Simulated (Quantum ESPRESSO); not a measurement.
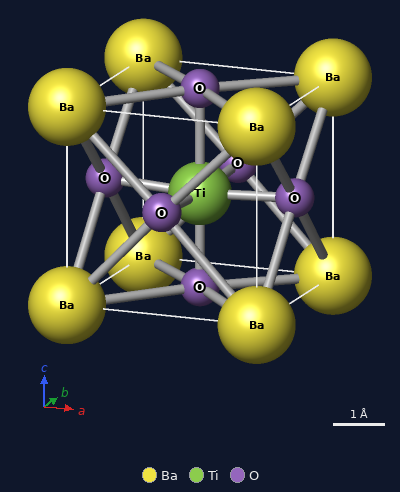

Figure 1. The input geometry (ball-and-stick view of the cell of the calculation, seen slightly off an axis).

Single-point calculation of BaTiO$_{3}$ (part 1 of 2)

The run: single-point calculation of BaTiO$_{3}$ (P4mm, 5 atoms in the cell). Method and program: Kohn-Sham DFT of a periodic cell, PBEsol, GBRV 1.5 PBEsol, no spin polarisation (Quantum ESPRESSO 7.5).

The structure derives from an entry of the Crystallography Open Database. The volume is scaled by 1.06.

**Output**
```
This program is part of the open-source Quantum ESPRESSO suite
     for quantum simulation of materials; please cite
         "P. Giannozzi et al., J. Phys.:Condens. Matter 21 395502 (2009);
         "P. Giannozzi et al., J. Phys.:Condens. Matter 29 465901 (2017);
         "P. Giannozzi et al., J. Chem. Phys. 152 154105 (2020);
          URL
     in publications or presentations arising from this work. More details at

     Message from routine setup:
     using ibrav=0 with symmetry is DISCOURAGED, use correct ibrav instead

     K-points division:     npool     =       2
     Subspace diagonalization in iterative solution of the eigenvalue problem:
     a serial algorithm will be used

     G-vector sticks info
     --------------------
     sticks:   dense  smooth     PW     G-vecs:    dense   smooth      PW
     Sum        1701     853    249                52955    18837    2987

     Using Slab Decomposition

     bravais-lattice index     =            0
     lattice parameter (alat)  =       7.7068  a.u.
     unit-cell volume          =     459.8212 (a.u.)^3
     number of atoms/cell      =            5
     number of atomic types    =            3
     number of electrons       =        40.00
     number of Kohn-Sham states=           28
     kinetic-energy cutoff     =      45.0000  Ry
     charge density cutoff     =     360.0000  Ry
     scf convergence threshold =      1.0E-09
     mixing beta               =       0.5000
     number of iterations used =            8  plain     mixing
     Exchange-correlation= SLA  PW   PSX  PSC
                           (   1   4  10   8   0   0   0)

     celldm(1)=   7.706771  celldm(2)=   0.000000  celldm(3)=   0.000000
     celldm(4)=   0.000000  celldm(5)=   0.000000  celldm(6)=   0.000000

     crystal axes: (cart. coord. in units of alat)
               a(1) = (   1.000000   0.000000   0.000000 )
               a(2) = (   0.000000   1.000000   0.000000 )
               a(3) = (   0.000000   0.000000   1.004550 )

     reciprocal axes: (cart. coord. in units 2 pi/alat)
               b(1) = (  1.000000  0.000000  0.000000 )
               b(2) = (  0.000000  1.000000  0.000000 )
               b(3) = (  0.000000  0.000000  0.995470 )

     PseudoPot. # 1 for Ba read from file:
     ba_pbesol_v1.uspp.F.UPF
     Pseudo is Ultrasoft + core correction, Zval = 10.0
     Generated by new atomic code, or converted to UPF format
     Using radial grid of  907 points,  7 beta functions with:
                l(1) =   0
                l(2) =   0
                l(3) =   1
                l(4) =   1
                l(5) =   2
                l(6) =   2
                l(7) =   3
     Q(r) pseudized with  6 coefficients,  rinner =    1.700   1.700   1.700
                                                       1.700   1.700   1.700
                                                       1.700

     PseudoPot. # 2 for Ti read from file:
     ti_pbesol_v1.4.uspp.F.UPF
     Pseudo is Ultrasoft + core correction, Zval = 12.0
     Generated by new atomic code, or converted to UPF format
     Using radial grid of  851 points,  6 beta functions with:
                l(1) =   0
                l(2) =   0
                l(3) =   1
                l(4) =   1
                l(5) =   2
                l(6) =   2
     Q(r) pseudized with  6 coefficients,  rinner =    1.000   1.000   1.000
                                                       1.000   1.000

     PseudoPot. # 3 for O  read from file:
     o_pbesol_v1.2.uspp.F.UPF
     Pseudo is Ultrasoft + core correction, Zval =  6.0
     Generated by new atomic code, or converted to UPF format
     Using radial grid of  737 points,  5 beta functions with:
                l(1) =   0
                l(2) =   0
                l(3) =   1
                l(4) =   1
                l(5) =   2
     Q(r) pseudized with  8 coefficients,  rinner =    0.900   0.900   0.900
                                                       0.900   0.900

     atomic species   valence    mass     pseudopotential
     Ba               10.00   137.32700     Ba( 1.00)
     Ti               12.00    47.86700     Ti( 1.00)
     O                 6.00    15.99900     O ( 1.00)

      8 Sym. Ops. (no inversion) found

   Cartesian axes

     site n.     atom                  positions (alat units)
         1        Ba     tau(   1) = (   0.0000000   0.0000000   0.0000000  )
         2        Ti     tau(   2) = (   0.5000000   0.5000000   0.4922296  )
         3        O      tau(   3) = (   0.0000000   0.5000000   0.5193525  )
         4        O      tau(   4) = (   0.5000000   0.0000000   0.5193525  )
         5        O      tau(   5) = (   0.5000000   0.5000000   0.0190865  )

     number of k points=    40  Fermi-Dirac smearing, width (Ry)=  0.0037
                       cart. coord. in units 2pi/alat
        k(    1) = (   0.0000000   0.0000000   0.0000000), wk =   0.0058309
        k(    2) = (   0.0000000   0.0000000   0.1422101), wk =   0.0116618
        k(    3) = (   0.0000000   0.0000000   0.2844201), wk =   0.0116618
        k(    4) = (   0.0000000   0.0000000   0.4266302), wk =   0.0116618
        k(    5) = (   0.0000000   0.1428571   0.0000000), wk =   0.0233236
        k(    6) = (   0.0000000   0.1428571   0.1422101), wk =   0.0466472
        k(    7) = (   0.0000000   0.1428571   0.2844201), wk =   0.0466472
        k(    8) = (   0.0000000   0.1428571   0.4266302), wk =   0.0466472
        k(    9) = (   0.0000000   0.2857143   0.0000000), wk =   0.0233236
        k(   10) = (   0.0000000   0.2857143   0.1422101), wk =   0.0466472
        k(   11) = (   0.0000000   0.2857143   0.2844201), wk =   0.0466472
        k(   12) = (   0.0000000   0.2857143   0.4266302), wk =   0.0466472
        k(   13) = (   0.0000000   0.4285714   0.0000000), wk =   0.0233236
        k(   14) = (   0.0000000   0.4285714   0.1422101), wk =   0.0466472
        k(   15) = (   0.0000000   0.4285714   0.2844201), wk =   0.0466472
        k(   16) = (   0.0000000   0.4285714   0.4266302), wk =   0.0466472
        k(   17) = (   0.1428571   0.1428571   0.0000000), wk =   0.0233236
        k(   18) = (   0.1428571   0.1428571   0.1422101), wk =   0.0466472
        k(   19) = (   0.1428571   0.1428571   0.2844201), wk =   0.0466472
        k(   20) = (   0.1428571   0.1428571   0.4266302), wk =   0.0466472
        k(   21) = (   0.1428571   0.2857143   0.0000000), wk =   0.0466472
        k(   22) = (   0.1428571   0.2857143   0.1422101), wk =   0.0932945
        k(   23) = (   0.1428571   0.2857143   0.2844201), wk =   0.0932945
        k(   24) = (   0.1428571   0.2857143   0.4266302), wk =   0.0932945
        k(   25) = (   0.1428571   0.4285714   0.0000000), wk =   0.0466472
        k(   26) = (   0.1428571   0.4285714   0.1422101), wk =   0.0932945
        k(   27) = (   0.1428571   0.4285714   0.2844201), wk =   0.0932945
        k(   28) = (   0.1428571   0.4285714   0.4266302), wk =   0.0932945
        k(   29) = (   0.2857143   0.2857143   0.0000000), wk =   0.0233236
        k(   30) = (   0.2857143   0.2857143   0.1422101), wk =   0.0466472
        k(   31) = (   0.2857143   0.2857143   0.2844201), wk =   0.0466472
        k(   32) = (   0.2857143   0.2857143   0.4266302), wk =   0.0466472
        k(   33) = (   0.2857143   0.4285714   0.0000000), wk =   0.0466472
        k(   34) = (   0.2857143   0.4285714   0.1422101), wk =   0.0932945
        k(   35) = (   0.2857143   0.4285714   0.2844201), wk =   0.0932945
        k(   36) = (   0.2857143   0.4285714   0.4266302), wk =   0.0932945
        k(   37) = (   0.4285714   0.4285714   0.0000000), wk =   0.0233236
        k(   38) = (   0.4285714   0.4285714   0.1422101), wk =   0.0466472
        k(   39) = (   0.4285714   0.4285714   0.2844201), wk =   0.0466472
        k(   40) = (   0.4285714   0.4285714   0.4266302), wk =   0.0466472

     Dense  grid:    52955 G-vectors     FFT dimensions: (  48,  48,  48)

     Smooth grid:    18837 G-vectors     FFT dimensions: (  36,  36,  36)

     Check: negative core charge=   -0.000006

     Initial potential from superposition of free atoms

     starting charge      38.9861, renormalised to      40.0000

     negative rho (up, down):  1.005E-01 0.000E+00
     Starting wfcs are   35 randomized atomic wfcs

     Self-consistent Calculation

     iteration #  1     ecut=    45.00 Ry     beta= 0.50
     Davidson diagonalization with overlap
     ethr =  1.00E-02,  avg # of iterations =  2.0

     negative rho (up, down):  9.489E-02 0.000E+00

     total energy              =    -286.41817464 Ry
     estimated scf accuracy    <       0.71236753 Ry

     iteration #  2     ecut=    45.00 Ry     beta= 0.50
     Davidson diagonalization with overlap
     ethr =  1.78E-03,  avg # of iterations =  2.0

     negative rho (up, down):  9.378E-02 0.000E+00

     total energy              =    -286.04262343 Ry
     estimated scf accuracy    <       4.39289014 Ry

     iteration #  3     ecut=    45.00 Ry     beta= 0.50
     Davidson diagonalization with overlap
     ethr =  1.78E-03,  avg # of iterations =  2.1

     negative rho (up, down):  9.218E-02 0.000E+00

     total energy              =    -286.72631296 Ry
     estimated scf accuracy    <       0.13277540 Ry

     iteration #  4     ecut=    45.00 Ry     beta= 0.50
     Davidson diagonalization with overlap
     ethr =  3.32E-04,  avg # of iterations =  1.0

     negative rho (up, down):  9.019E-02 0.000E+00

     total energy              =    -286.71866974 Ry
     estimated scf accuracy    <       0.04360998 Ry

     iteration #  5     ecut=    45.00 Ry     beta= 0.50
     Davidson diagonalization with overlap
     ethr =  1.09E-04,  avg # of iterations =  1.1

     negative rho (up, down):  9.004E-02 0.000E+00

     total energy              =    -286.72455850 Ry
     estimated scf accuracy    <       0.00050324 Ry

     iteration #  6     ecut=    45.00 Ry     beta= 0.50
     Davidson diagonalization with overlap
     ethr =  1.26E-06,  avg # of iterations =  7.4

     negative rho (up, down):  8.993E-02 0.000E+00

     total energy              =    -286.72471574 Ry
     estimated scf accuracy    <       0.00017041 Ry

     iteration #  7     ecut=    45.00 Ry     beta= 0.50
     Davidson diagonalization with overlap
     ethr =  4.26E-07,  avg # of iterations =  1.9

     negative rho (up, down):  8.993E-02 0.000E+00

     total energy              =    -286.72473475 Ry
     estimated scf accuracy    <       0.00000734 Ry

     iteration #  8     ecut=    45.00 Ry     beta= 0.50
     Davidson diagonalization with overlap
     ethr =  1.84E-08,  avg # of iterations =  1.8

     negative rho (up, down):  8.994E-02 0.000E+00

     total energy              =    -286.72473509 Ry
     estimated scf accuracy    <       0.00000098 Ry

     iteration #  9     ecut=    45.00 Ry     beta= 0.50
     Davidson diagonalization with overlap
     ethr =  2.44E-09,  avg # of iterations =  2.0

     negative rho (up, down):  8.994E-02 0.000E+00

     total energy              =    -286.72473531 Ry
     estimated scf accuracy    <       0.00000012 Ry

     iteration # 10     ecut=    45.00 Ry     beta= 0.50
     Davidson diagonalization with overlap
     ethr =  3.01E-10,  avg # of iterations =  1.9

     negative rho (up, down):  8.994E-02 0.000E+00

     total energy              =    -286.72473533 Ry
     estimated scf accuracy    <          3.8E-09 Ry

     iteration # 11     ecut=    45.00 Ry     beta= 0.50
     Davidson diagonalization with overlap
     ethr =  9.57E-12,  avg # of iterations =  2.1

     negative rho (up, down):  8.994E-02 0.000E+00

     total energy              =    -286.72473533 Ry
     estimated scf accuracy    <          1.8E-09 Ry

     iteration # 12     ecut=    45.00 Ry     beta= 0.50
     Davidson diagonalization with overlap
     ethr =  4.47E-12,  avg # of iterations =  1.1

     negative rho (up, down):  8.994E-02 0.000E+00

     End of self-consistent calculation

          k = 0.0000 0.0000 0.0000 (  2341 PWs)   bands (ev):

   -47.0811 -23.4094 -23.3850 -23.3850 -15.3810  -7.2109  -6.5429  -6.4825
    -0.5526  -0.5526  -0.5498   7.0781   7.0921   7.0921   8.2772   8.2772
     8.3669   9.1085   9.1285   9.1285  11.0941  11.2940  11.2940  13.0953
    13.1903  14.3260  14.3847  16.0043

          k = 0.0000 0.0000 0.1422 (  2345 PWs)   bands (ev):

   -47.0810 -23.4164 -23.3847 -23.3847 -15.3649  -7.2052  -6.5435  -6.4766
    -0.5277  -0.5277  -0.4846   6.7721   7.0473   7.0473   8.0758   8.0758
     8.2104   8.6932   9.0466   9.0466  11.1163  11.6073  11.6073  13.0950
    13.6510  14.6641  14.7311  16.4845

          k = 0.0000 0.0000 0.2844 (  2328 PWs)   bands (ev):

   -47.0808 -23.4321 -23.3840 -23.3840 -15.3285  -7.2446  -6.4826  -6.4633
    -0.4703  -0.4703  -0.3403   6.1108   6.9111   6.9111   7.7512   7.7512
     7.8974   8.0133   8.8812   8.8812  11.1674  12.2210  12.2210  13.0955
    14.4169  15.4375  15.6000  17.5122

          k = 0.0000 0.0000 0.4266 (  2356 PWs)   bands (ev):

   -47.0807 -23.4446 -23.3835 -23.3835 -15.2988  -7.3140  -6.4525  -6.3856
    -0.4228  -0.4228  -0.2263   5.6068   6.7640   6.7640   7.5816   7.5816
     7.5945   7.6751   8.7628   8.7628  11.2096  12.6668  12.6668  13.0963
    14.8908  16.1084  16.4840  17.4120

          k = 0.0000 0.1429 0.0000 (  2349 PWs)   bands (ev):

   -47.0810 -23.4091 -23.3923 -23.3847 -15.3643  -7.2162  -6.5321  -6.4753
    -0.5263  -0.5244  -0.4906   6.7935   7.0410   7.0495   8.0409   8.1028
     8.2365   8.7029   8.9656   9.0489  11.3075  11.4658  11.5346  13.1636
    13.6165  14.6763  14.7272  16.4811

          k = 0.0000 0.1429 0.1422 (  2353 PWs)   bands (ev):

   -47.0809 -23.4161 -23.3919 -23.3844 -15.3493  -7.1931  -6.5411  -6.4691
    -0.5578  -0.5005  -0.4038   6.6144   6.8761   7.0197   7.6812   7.9149
     8.3521   8.4675   8.8591   8.9287  11.4625  11.6339  11.7413  13.3547
    13.9087  14.9637  15.0727  16.7787

          k = 0.0000 0.1429 0.2844 (  2343 PWs)   bands (ev):

   -47.0807 -23.4317 -23.3912 -23.3837 -15.3150  -7.1906  -6.5069  -6.4510
    -0.5295  -0.4412  -0.3160   6.0479   6.6795   6.9159   7.1910   7.5974
     8.0106   8.3635   8.6578   8.7641  11.5093  12.2299  12.2413  13.4185
    14.6553  15.6452  15.9377  17.5816

          k = 0.0000 0.1429 0.4266 (  2348 PWs)   bands (ev):

   -47.0806 -23.4441 -23.3907 -23.3832 -15.2872  -7.2333  -6.4457  -6.4166
    -0.4704  -0.3920  -0.2861   5.5749   6.5570   6.7843   6.8550   7.4344
     7.8155   8.3693   8.5181   8.5511  11.5427  12.6600  12.6699  13.4278
    15.1401  16.2819  16.8205  17.6738

          k = 0.0000 0.2857 0.0000 (  2336 PWs)   bands (ev):

   -47.0808 -23.4089 -23.4081 -23.3840 -15.3264  -7.2739  -6.5087  -6.4026
    -0.4655  -0.4654  -0.3539   6.1548   6.9089   6.9159   7.6707   7.8181
     7.9207   8.0919   8.7071   8.7993  11.3535  12.1370  12.1470  13.1632
    14.3613  15.4770  15.5899  17.7122

          k = 0.0000 0.2857 0.1422 (  2347 PWs)   bands (ev):

   -47.0807 -23.4154 -23.4082 -23.3837 -15.3136  -7.2138  -6.5148  -6.4163
    -0.5277  -0.4377  -0.3237   6.0826   6.6875   6.9086   7.1717   7.6485
     8.0197   8.3359   8.5535   8.7474  11.6457  12.1489  12.2183  13.4487
    14.6056  15.6643  15.9404  17.5636

          k = 0.0000 0.2857 0.2844 (  2334 PWs)   bands (ev):
```
